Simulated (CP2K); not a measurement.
# Single-point calculation of N

The run: single-point calculation of N (4 atoms in the cell). Method and program: with the settings of its input (CP2K 2026.2).

The structure derives from a Materials Project entry. The geometry comes from this level: r2scan-rvv10. It belongs to a series of runs on one base structure; here: CUTOFF = 280.

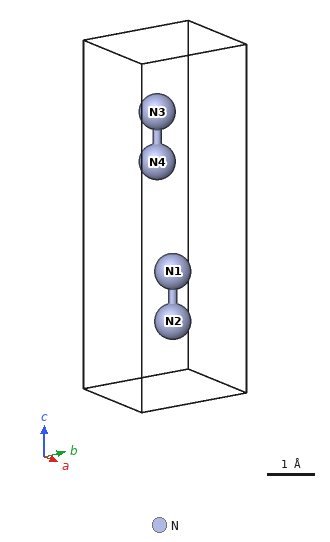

**Figure 1.** The input geometry (ball-and-stick view of the cell of the calculation, seen slightly off an axis; atoms are numbered from 1 in the order of the input).

The input:
```
&GLOBAL
 PROJECT run
 RUN_TYPE ENERGY_FORCE
 PRINT_LEVEL LOW
&END GLOBAL
&FORCE_EVAL
 METHOD QS
 STRESS_TENSOR ANALYTICAL
 &DFT
  BASIS_SET_FILE_NAME BASIS_MOLOPT
  POTENTIAL_FILE_NAME GTH_POTENTIALS
  &QS
   EXTRAPOLATION USE_GUESS
  &END QS
  &MGRID
   CUTOFF 280
   REL_CUTOFF 50
  &END MGRID
  &XC
   &XC_FUNCTIONAL PBE
   &END XC_FUNCTIONAL
  &END XC
  &KPOINTS
   SCHEME MONKHORST-PACK 5 5 3
   SYMMETRY F
   FULL_GRID F
  &END KPOINTS
  &SCF
   ADDED_MOS 10
   EPS_SCF 1e-6
   MAX_SCF 80
   &DIAGONALIZATION
   &END DIAGONALIZATION
   &MIXING
    METHOD BROYDEN_MIXING
    ALPHA 0.3
   &END MIXING
   &SMEAR
    METHOD FERMI_DIRAC
    ELECTRONIC_TEMPERATURE [K] 232
   &END SMEAR
   &PRINT
    &ITERATION_INFO
    &END ITERATION_INFO
   &END PRINT
  &END SCF
  &PRINT
   &BAND_STRUCTURE
    FILE_NAME bands.bs
    ADDED_MOS 6
    &KPOINT_SET
     UNITS B_VECTOR
     SPECIAL_POINT 0.00000000 0.00000000 0.00000000
     NPOINTS 0
    &END KPOINT_SET
    &KPOINT_SET
     UNITS B_VECTOR
     SPECIAL_POINT 0.50000000 0.00000000 0.00000000
     NPOINTS 0
    &END KPOINT_SET
    &KPOINT_SET
     UNITS B_VECTOR
     SPECIAL_POINT 0.33333333 0.33333333 0.00000000
     NPOINTS 0
    &END KPOINT_SET
    &KPOINT_SET
     UNITS B_VECTOR
     SPECIAL_POINT 0.00000000 0.00000000 0.50000000
     NPOINTS 0
    &END KPOINT_SET
    &KPOINT_SET
     UNITS B_VECTOR
     SPECIAL_POINT 0.50000000 0.00000000 0.50000000
     NPOINTS 0
    &END KPOINT_SET
    &KPOINT_SET
     UNITS B_VECTOR
     SPECIAL_POINT 0.33333333 0.33333333 0.50000000
     NPOINTS 0
    &END KPOINT_SET
    &KPOINT_SET
     UNITS B_VECTOR
     SPECIAL_POINT 0.14583300 0.16666700 0.00000000
     NPOINTS 0
    &END KPOINT_SET
    &KPOINT_SET
     UNITS B_VECTOR
     SPECIAL_POINT 0.00000000 0.50000000 0.00000000
     NPOINTS 0
    &END KPOINT_SET
   &END BAND_STRUCTURE
  &END PRINT
 &END DFT
 &SUBSYS
  &CELL
   A 3.58042022 0.00000000 0.00000000
   B -1.79021011 3.10073487 0.00000000
   C 0.00000000 0.00000000 7.64151398
  &END CELL
  &COORD
   SCALED
   N 0.33333333 0.66666667 0.32157079
   N 0.33333333 0.66666667 0.17842921
   N 0.66666667 0.33333333 0.82157079
   N 0.66666667 0.33333333 0.67842921
  &END COORD
  &KIND N
   BASIS_SET SZV-MOLOPT-SR-GTH
   POTENTIAL GTH-PBE
  &END KIND
 &END SUBSYS
 &PRINT
  &STRESS_TENSOR
  &END STRESS_TENSOR
  &FORCES
  &END FORCES
 &END PRINT
&END FORCE_EVAL
```

Command:
```bash
cp2k.psmp -i run.inp
```

What the program printed:
```
j3i6kq

 CP2K| version string:                                       CP2K version 2026.2
 CP2K|            -lib tblite libvori libbqb
 CP2K| Input file name                                                   run.inp

 GLOBAL| Force Environment number                                              1
 GLOBAL| Cholesky decomposition library                                ScaLAPACK
 GLOBAL| Direct generalized diagonalization requested                          F
 GLOBAL| Matrix multiplication library                                 ScaLAPACK

 GENERATE|  Preliminary Number of Bonds generated:                             0
 GENERATE|  Achieved consistency in connectivity generation.

 *******************************************************************************
 *******************************************************************************
 **                                                                           **
 **     #####                         ##              ##                      **
 **    ##   ##            ##          ##              ##                      **
 **   ##     ##                       ##            ######                    **
 **   ##     ##  ##   ##  ##   #####  ##  ##   ####   ##    #####    #####    **
 **   ##     ##  ##   ##  ##  ##      ## ##   ##      ##   ##   ##  ##   ##   **
 **   ##  ## ##  ##   ##  ##  ##      ####     ###    ##   ######   ######    **
 **    ##  ###   ##   ##  ##  ##      ## ##      ##   ##   ##       ##        **
 **     #######   #####   ##   #####  ##  ##  ####    ##    #####   ##        **
 **           ##                                                    ##        **
 **                                                                           **
 **                                                ... make the atoms dance   **
 **                                                                           **
 **                      J. Chem. Phys. 152, 194103 (2020)                    **
 **                                                                           **
 *******************************************************************************

 *** available. The full set of unoccupied MOs will be used. Use           ***
 *** 'ADDED_MOS -1' to always use all available MOs and to get rid of this ***
 *** warning.                                                              ***

 TOTAL NUMBERS AND MAXIMUM NUMBERS

  Total number of            - Atomic kinds:                                   1
                             - Atoms:                                          4
                             - Shell sets:                                     4
                             - Shells:                                         8
                             - Primitive Cartesian functions:                 20
                             - Cartesian basis functions:                     16
                             - Spherical basis functions:                     16

  Maximum angular momentum of- Orbital basis functions:                        1
                             - Local part of the GTH pseudopotential:          2
                             - Non-local part of the GTH pseudopotential:      0

 SCF PARAMETERS         Density guess:                                    ATOMIC
                        --------------------------------------------------------
                        max_scf:                                              80
                        max_scf_history:                                       0
                        max_diis:                                              4
                        --------------------------------------------------------
                        eps_scf:                                        1.00E-06
                        eps_scf_history:                                0.00E+00
                        eps_diis:                                       1.00E-01
                        eps_eigval:                                     1.00E-05
                        --------------------------------------------------------
                        level_shift [a.u.]:                             0.000000
                        added MOs                                         6    0
                        --------------------------------------------------------
                        Mixing method:                            BROYDEN_MIXING
                                                charge density mixing in g-space
                        --------------------------------------------------------
                        Smear method:                                FERMI_DIRAC
                        Electronic temperature [K]:                        232.0
                        Electronic temperature [a.u.]:                  7.35E-04
                        Accuracy threshold:                             1.00E-10
                        --------------------------------------------------------
                        No outer SCF

 Extrapolation method: initial_guess

 Number of electrons:                                                         20
 Number of occupied orbitals:                                                 10
 Number of molecular orbitals:                                                16

 Number of orbital functions:                                                 16
 Number of independent orbital functions:                                     16

 SCF WAVEFUNCTION OPTIMIZATION

  ------------------------------------------------------------------------------
     1 NoMix/Diag. 0.30E+00    0.1     0.75848796       -39.1925575341 -3.92E+01
     2 Broy./Diag. 0.30E+00    0.2     0.03600847       -40.7811925643 -1.59E+00
     3 Broy./Diag. 0.30E+00    0.2     0.09620664       -39.5704151867  1.21E+00
     4 Broy./Diag. 0.30E+00    0.2     0.00120961       -39.5118640846  5.86E-02
     5 Broy./Diag. 0.30E+00    0.2     0.00455053       -39.3994844886  1.12E-01
     6 Broy./Diag. 0.30E+00    0.2     0.00003171       -39.3986929934  7.91E-04
     7 Broy./Diag. 0.30E+00    0.2     0.00006034       -39.4009484616 -2.26E-03
     8 Broy./Diag. 0.30E+00    0.2     0.00000108       -39.4010102390 -6.18E-05
     9 Broy./Diag. 0.30E+00    0.2     0.00000161       -39.4011903899 -1.80E-04
    10 Broy./Diag. 0.30E+00    0.2     0.00000010       -39.4011926649 -2.28E-06

  *** SCF run converged in    10 steps ***

  Electronic density on regular grids:        -19.9999999889        0.0000000111
  Core density on regular grids:               19.9999999992       -0.0000000008
  Total charge density on r-space grids:        0.0000000103
  Total charge density g-space grids:           0.0000000103

  Overlap energy of the core charge distribution:               0.00000629147169
  Self energy of the core charge distribution:                -99.40247535898159
  Core Hamiltonian energy:                                     28.01229318257521
  Hartree energy:                                              41.73568434291558
  Exchange-correlation energy:                                 -9.74670112285544
  Electronic entropic energy:                                  -0.00000000000000
  Fermi energy:                                                -0.03188590099389

  Total energy:                                               -39.40119266487455
  Total energy (extrapolated to T->0):                        -39.40119266487455

 KPOINTS| Band Structure Calculation
 KPOINTS| Number of k-point sets                                               8
 KPOINTS| Number of added MOs/bands                                            6
 KPOINTS| Number of k-points in set    1                                       1
 KPOINTS| In units of b-vector [2pi/Bohr]
 KPOINTS| Special point     1 not specifi     0.000000     0.000000     0.000000
 KPOINTS| Time for k-point line                                            0.001
 KPOINTS| Number of k-points in set    2                                       1
 KPOINTS| In units of b-vector [2pi/Bohr]
 KPOINTS| Special point     1 not specifi     0.500000     0.000000     0.000000
 KPOINTS| Time for k-point line                                            0.001
 KPOINTS| Number of k-points in set    3                                       1
 KPOINTS| In units of b-vector [2pi/Bohr]
 KPOINTS| Special point     1 not specifi     0.333333     0.333333     0.000000
 KPOINTS| Time for k-point line                                            0.001
 KPOINTS| Number of k-points in set    4                                       1
 KPOINTS| In units of b-vector [2pi/Bohr]
 KPOINTS| Special point     1 not specifi     0.000000     0.000000     0.500000
 KPOINTS| Time for k-point line                                            0.001
 KPOINTS| Number of k-points in set    5                                       1
 KPOINTS| In units of b-vector [2pi/Bohr]
 KPOINTS| Special point     1 not specifi     0.500000     0.000000     0.500000
 KPOINTS| Time for k-point line                                            0.001
 KPOINTS| Number of k-points in set    6                                       1
 KPOINTS| In units of b-vector [2pi/Bohr]
 KPOINTS| Special point     1 not specifi     0.333333     0.333333     0.500000
 KPOINTS| Time for k-point line                                            0.001
 KPOINTS| Number of k-points in set    7                                       1
 KPOINTS| In units of b-vector [2pi/Bohr]
 KPOINTS| Special point     1 not specifi     0.145833     0.166667     0.000000
 KPOINTS| Time for k-point line                                            0.001
 KPOINTS| Number of k-points in set    8                                       1
 KPOINTS| In units of b-vector [2pi/Bohr]
 KPOINTS| Special point     1 not specifi     0.000000     0.500000     0.000000
 KPOINTS| Time for k-point line                                            0.001

 ENERGY| Total FORCE_EVAL ( QS ) energy [hartree]            -39.401196071077202

 FORCES| Atomic forces [hartree/bohr]
 FORCES|   Atom     x               y               z               |f|
 FORCES|      1  3.25952736E-06 -1.88188466E-06  3.84482988E-01   3.84482988E-01
 FORCES|      2  3.25944028E-06 -1.88183439E-06 -3.84483117E-01   3.84483117E-01
 FORCES|      3 -3.25944028E-06  1.88183439E-06  3.84483117E-01   3.84483117E-01
 FORCES|      4 -3.25952735E-06  1.88188466E-06 -3.84482988E-01   3.84482988E-01
 FORCES| Sum     3.60654855E-15  1.31188378E-15 -2.66453526E-15
 FORCES| Total atomic force                                       4.67204234E-15

 STRESS| Analytical stress tensor [bar]
 STRESS|                        x                   y                   z
 STRESS|      x        4.80762209366E+03  -1.38052039264E+01   5.66345768216E-06
 STRESS|      y       -1.38052039264E+01   4.79168118825E+03  -3.27633620832E-06
 STRESS|      z        5.66345768216E-06  -3.27633620832E-06   8.16011959120E+05
 STRESS| 1/3 Trace                                             2.75203754134E+05
 STRESS| Determinant                                           1.87979793335E+13

 STRESS| Eigenvectors and eigenvalues of the analytical stress tensor [bar]
 STRESS|                        1                   2                   3
 STRESS| Eigenvalues   4.78371075730E+03   4.81559252461E+03   8.16011959120E+05
 STRESS|      x           0.499999658918      0.866025600708      0.000000000007
 STRESS|      y           0.866025600708     -0.499999658918     -0.000000000004
 STRESS|      z           0.000000000000     -0.000000000008      1.000000000000
```

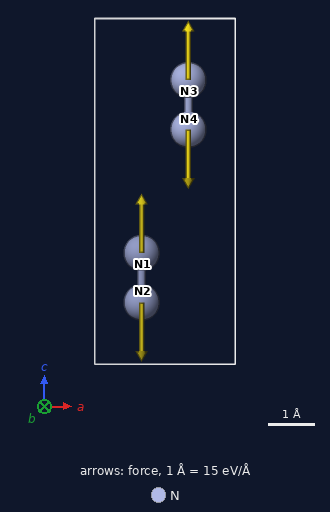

**Figure 2.** Forces on the atoms as yellow arrows (ball-and-stick view of the cell of the calculation, along the b axis; atoms are numbered from 1 in the order of the input). The largest act on all 4 N atoms (19.77 eV/Å). The geometry is not a stationary point of this energy.

Summary:

- outcome: converged
- space group (tolerance 0.01 Å): P6₃/mmc (194)
- electrons treated: 20
- free energy: −1072.1612 eV
- band gap: 6.19 eV
- pressure: 27.52 GPa
- largest force (length of the vector): 19.771 eV/Å
- hardware: 2 threads of Arm Neoverse V2, 24 GiB of memory available, shared host
- wall time: 2.2 s (CPU time 4 s)
- peak memory: 0.21 GiB

Settings chosen away from the usual ones: CUTOFF = 280.
